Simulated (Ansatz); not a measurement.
Pd (P6_3/mmc, No. 194): a calculation's starting geometry; the starting structure was generated, so it need not be a known form of this composition.

```yaml
crystal:
  lattice:
    - [2.83465, 0.00000, 0.00000]
    - [-1.41733, 2.45488, 0.00000]
    - [0.00000, 0.00000, 9.41110]
  atoms:
    - { symbol: Pd, position: [0.00000, 0.00000, 0.00000] }
    - { symbol: Pd, position: [0.00000, 0.00000, 0.50000] }
    - { symbol: Pd, position: [0.33333, 0.66667, 0.25000] }
    - { symbol: Pd, position: [0.66667, 0.33333, 0.75000] }
```

**What will a map of the projected electrostatic potential along [001] show? Computed as the sum of neutral-atom potentials (tabulated electron scattering factors, B = 0.5 Å²) projected along the beam and smoothed by 0.25 Å; brighter is more positive. The display is stretched by a gamma of 0.7; percentages refer to the linear signal.**

The columns repeat on a hexagonal net with a repeat of 2.83 Å (plane group p6mm). The brightest columns hold 2 Pd per repeat; in falling brightness follow 1 Pd (about 50 %). Brightness is counted from the darkest point of the image. The shortest distance between visible columns is 1.64 Å in projection. Along the beam the structure repeats every 9.41 Å.

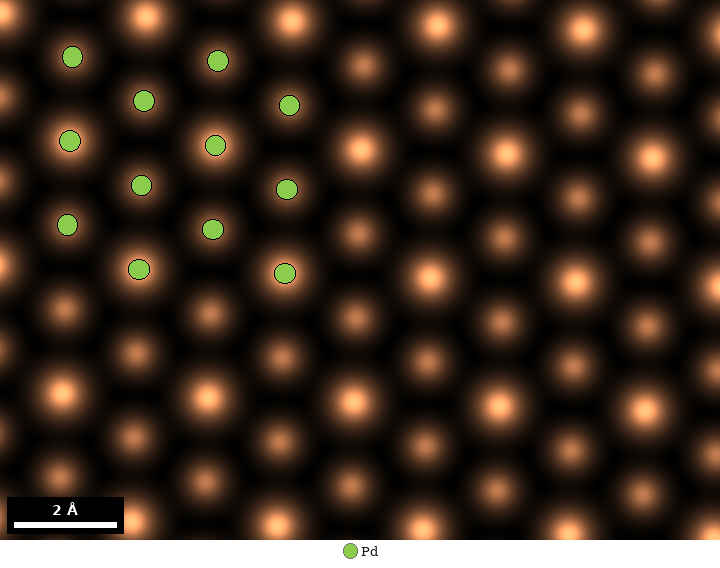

The simulated image, with the columns of the model marked in one corner.
